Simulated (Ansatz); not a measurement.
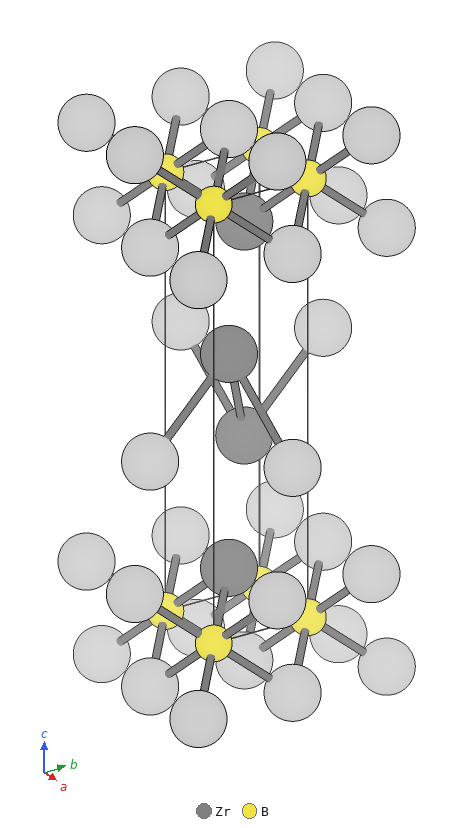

This ball-and-stick model is shown slightly off an axis. The conventional unit cell is drawn as a box. Atoms of adjacent cells appear where they bond to atoms in the box, in fainter colours. Cell: a = 3.37 Å, b = 3.37 Å, c = 10.50 Å, α = 90.00°, β = 90.00°, γ = 120.00°.

The structure comes from a structure type filled with these elements by a generator (whether the compound takes this form wasn't checked). Earlier steps of the study may have refined or changed the cell and positions. It was run through Ansatz as a DFT input.

**Characterise what is shown.**

This is Zr$_{4}$B. The structure has P-3m1 (No. 164) symmetry and a primitive hexagonal lattice. The cell has 5 atoms, namely 4 Zr, 1 B. About every B there are six Zr in an octahedral arrangement at about 2.4 Å. Zr takes two kinds of site: 2d with three B in a trigonal pyramidal arrangement at about 2.4 Å; 2d with three Zr in a trigonal pyramidal arrangement at about 3.1 Å. Not all metal-metal contacts are counted. The bonds build Zr2B and Zr layers parallel to (001).

All computed values are from DFT PBE, scalar-relativistic, plane waves, PAW in Ansatz. Settings: a kinetic-energy cutoff of 420 eV, a 12×12×4 sampling of the Brillouin zone, Gaussian smearing of 0.1 eV, no spin polarisation.

**How large a gap does the method give, if there is one?**

A metal: bands cross the Fermi level.

**Predict the Bader charges.**

Zr -0.17 to +1.11 e; B -1.89 e.

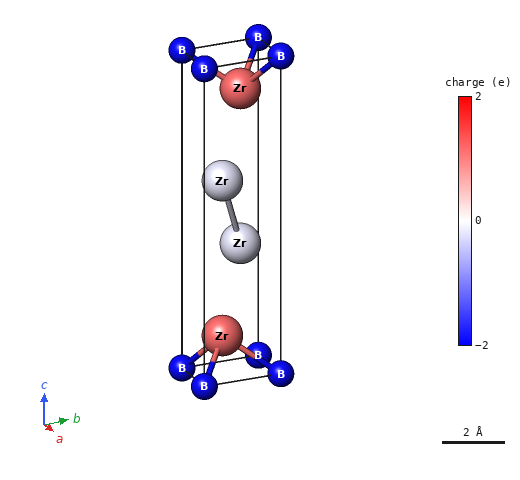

The atoms coloured by those charges. The run's cell of 5 atoms is drawn.

**Do the forces and the stress vanish for this geometry?**

Yes. All forces vanish to within 0.01 eV/Å. The pressure is 0.0 GPa, close to zero.
